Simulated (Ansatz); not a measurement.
# TiAl: 5 runs along one coordinate

System: TiAl (2 atoms in the cell).
Method: DFT PBE, scalar-relativistic, plane waves, PAW, no spin polarisation (Ansatz 0.2.0).

The 5 runs differ only in the geometry, by a shift of atoms along one path in a fixed cell. The shift s is measured from run 3: Al2 moves along the Cartesian direction (1.00, 0.00, 0.00), and Ti1 with it in fixed proportion. The structure derives from an entry of the Crystallography Open Database.

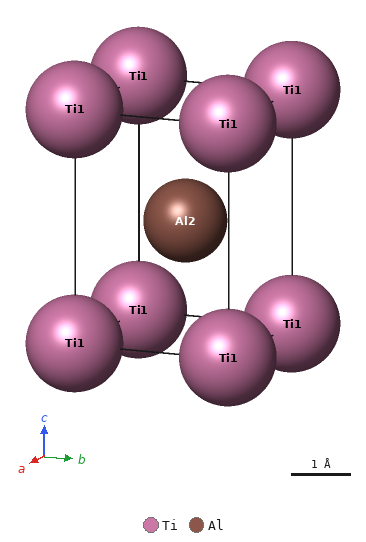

Figure 1. The structure of run 3 (spheres-only view of the cell of the calculation, seen slightly off an axis; atoms are numbered from 1 in the order of the input).

## Input of run 3
```yaml
crystal:
  lattice:
    - [2.8220029273, 0.0, 0.0]
    - [0.0, 2.8220029273, 0.0]
    - [0.0, 0.0, 4.07684145]
  atoms:
    - { symbol: Ti, position: [0.0134227751, 0.0, 0.0080745722] }
    - { symbol: Al, position: [0.476187126, 0.5, 0.4856751849] }
basis:
  ecutwfc: 520.0
kpoints:
  mp_grid: { grid: [16, 16, 12] }
hamiltonian:
  xc: pbe
scf:
  occupations: { method: gaussian, width: 0.15 }
output:
  forces: true
  stress: true
  eigenvalues: true
```

Command:
```bash
ansatz run input.yaml --threads 1 --pin off --max-ram 2048MiB --backend cpu --events-out ev --progress --plain --runs-dir out
```

Lattice vectors (Å) and fractional positions of run 3:
```
   2.822003    0.000000    0.000000
   0.000000    2.822003    0.000000
   0.000000    0.000000    4.076841
Ti  0.013423  0.000000  0.008075
Al  0.476187  0.500000  0.485675
```

Run 2 differs from it as follows:
```diff
-    - { symbol: Ti, position: [0.0134227751, 0.0, 0.0080745722] }
-    - { symbol: Al, position: [0.476187126, 0.5, 0.4856751849] }
+    - { symbol: Ti, position: [0.0201341626, 0.0, 0.0080745722] }
+    - { symbol: Al, position: [0.4642806891, 0.5, 0.4856751849] }
```

## Results, with one run withheld

| run | shift s of Al2 (Å) | free energy per atom, from the lowest run given (meV) | pressure (GPa) | force along the path (eV/Å) |
| --- | --- | --- | --- | --- |
| 1 | −0.1008 | 75.40 | 2.06 | 1.760 |
| 2 | −0.0336 | ? | ? | ? |
| 3 | 0.0000 | 12.26 | 0.68 | 0.728 |
| 4 | 0.0336 | 3.07 | 0.47 | 0.366 |
| 5 | 0.0672 | 0.00 | 0.40 | 0.000 |

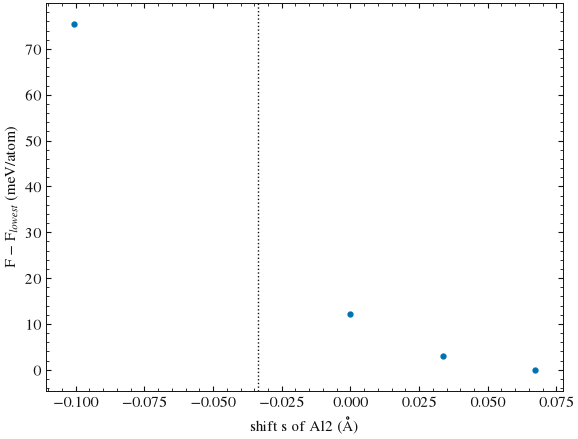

Figure 2. Free energy per atom of the runs given; the dotted line marks run 2.

Fit the runs given and predict run 2.

A quadratic polynomial in the coordinate, fitted to the 4 runs given, misses them by at most 0.05 meV per atom. With x = s − 0.0000, it reads F = 12.228 − 360.05 x + 2645.7 x² (meV per atom). At run 2 it gives 27.31 meV per atom, and the run itself gives 27.49. The slope of the fit gives a force −dF/ds of 1.076 eV/Å along the path (summed over the atoms that move), and the printed forces give 1.083 eV/Å. The fit has no minimum inside this range.

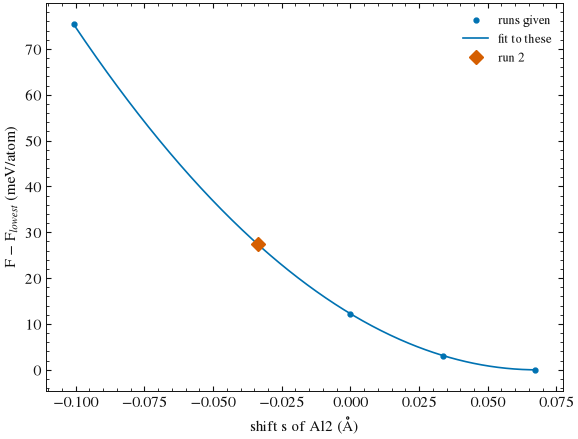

Figure 3. The fit and the withheld run.

## Output, shortened to warnings, some set-up lines, iterations and results (run 2)
```
Basis set: ecut = 520 eV, 879 PW (Γ), exchange–correlation on 48×48×64 points (8 copies of the dense FFT grid, shifted against one another)
Symmetry: 2 space group operations
k-points: 882 of 3072 (time reversal used)
Initial density: superposition of atomic densities (neutral atoms: chi_scale 0, normalization atom), corrected by the library's trained network
[...]
SCF iter   1: F=—  HF=-3037.913674 eV  |F-HF|=—  |Δ(HF+E_count)|=         —  Δρ=3.32e-3  dr2=3.11e-3  ethr=1.77e-3  ⟨swp⟩=5.0  Hψ=52730  notcnv=0
SCF iter   2: F=—  HF=-3037.913416 eV  |F-HF|=—  |Δ(HF+E_count)|=   2.59e-4  Δρ=1.97e-3  dr2=1.43e-3  ethr=2.07e-5  ⟨swp⟩=1.0  Hψ=17647  notcnv=0
SCF iter   3: F=—  HF=-3037.913295 eV  |F-HF|=—  |Δ(HF+E_count)|=   1.20e-4  Δρ=2.23e-4  dr2=2.72e-5  ethr=9.53e-6  ⟨swp⟩=2.1  Hψ=12639  notcnv=0
SCF iter   4: F=—  HF=-3037.913316 eV  |F-HF|=—  |Δ(HF+E_count)|=   2.08e-5  Δρ=1.28e-4  dr2=1.45e-5  ethr=1.81e-7  ⟨swp⟩=2.2  Hψ=15962  notcnv=0
SCF iter   5: F=—  HF=-3037.913312 eV  |F-HF|=—  |Δ(HF+E_count)|=   3.65e-6  Δρ=5.34e-5  dr2=1.99e-6  ethr=9.68e-8  ⟨swp⟩=1.8  Hψ=12107  notcnv=0
SCF iter   6: F=—  HF=-3037.913312 eV  |F-HF|=—  |Δ(HF+E_count)|=   5.37e-7  Δρ=1.25e-5  dr2=1.23e-7  ethr=1.33e-8  ⟨swp⟩=2.3  Hψ=13365  notcnv=0
SCF iter   7: F=-3037.913312 eV  HF=-3037.913312 eV  |F-HF|=1.20e-9  |Δ(HF+E_count)|=   3.21e-8  Δρ=1.73e-6  dr2=1.74e-9  ethr=6.67e-10  ⟨swp⟩=4.1  Hψ=29957  notcnv=0
SCF 1 converged in 7 iterations: F = -3037.913312 eV  dr2 = 1.74e-9
SCF converged after 7 iterations
Free energy (F): -3037.913312 eV
Harris-Foulkes:  -3037.913312 eV  (|F-HF|=1.20e-9)
Internal energy: -3037.892584 eV  (E = F + TS)
E sigma→0 (E₀):  -3037.902948 eV
Entropy (-TS):   -0.020728 eV (-10.364 meV/atom)
Fermi energy:    10.962073 eV
--- Per-component energies (eV) ---
  E_band       = -164.849059
  E_kinetic    = 296.685813
  E_local      = -1080.012254  (includes V_loc(G=0)·N_el)
  E_nonlocal   = 19.230594
  E_hartree    = 463.158365
  E_xc         = -137.792021
  E_vxc        = -151.679947  (∫ρ·V_xc dr)
  E_paw        = -1515.623232  (= ΣΔE_a)
  E_vpaw       = -175.389844  (= ΣTr[D̂ρ^β])
  E_aug_tail   = 0.000052  (compensation charges beyond the density's cutoff)
  E_ewald      = -1083.539901
  E_smearing   = -0.020728  (= −TS)
  E_closure    = -0.000000  (closes the sum)
  Σ components = -3037.913312   (vs F -3037.913312, Δ=0.00e0)
--- Forces (eV/Å), atoms counted from 1 ---
  atom   1  Ti    -0.69266378     0.00000000    -0.55352605
  atom   2  Al     0.69266100     0.00000000     0.55354635
  max |Σ_I F_I| component: 2.03e-5 eV/Å
--- Stress (GPa, compression-positive) ---
        0.505149       0.000000       1.162578
        0.000000       0.912042       0.000000
        1.162578       0.000000       1.619958
  P = ⅓ Tr σ = 1.0124 GPa (10.124 kbar)
```
